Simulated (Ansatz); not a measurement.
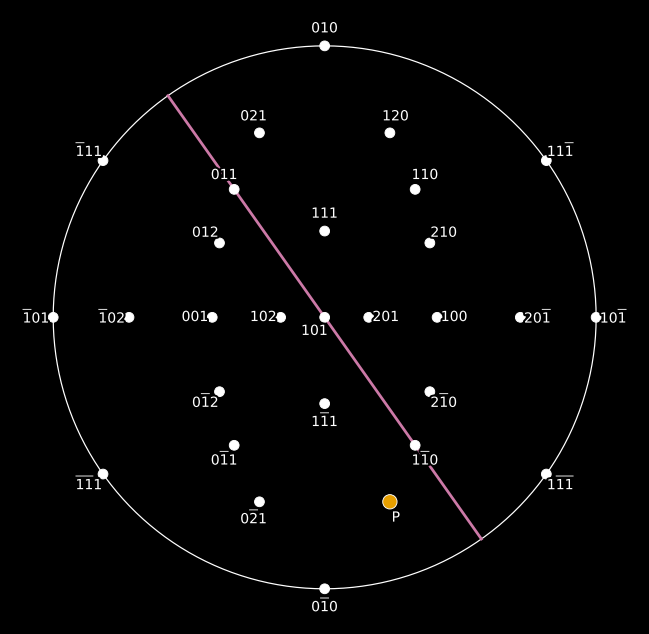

Stereographic projection of plane normals (upper hemisphere) centred on (1 0 1). Crystal: Cu, the end point of a relaxation with DFT, LDA (PW92), plane waves (420 eV) with PAW, scalar-relativistic (Ansatz); the starting structure was generated, so it need not be a known form of this composition. All values are computed from the atomic coordinates in the standard setting (tolerance 0.002 Å).

a = 5.149 Å, b = 5.149 Å, c = 5.149 Å, α = 90.00°, β = 90.00°, γ = 90.00°.

**Index the pole marked P.**

P is (1 −2 0), 71.6° from the centre.

**Which zone does the coloured great circle trace?**

The zone [1 1 −1]: its poles satisfy h + k − l = 0.

**What is the angle between the normals of (0 −1 0) and (1 0 2), and what are their d_hkl = 1/|g|?**

90.0°; d = 5.149 Å and 2.303 Å.
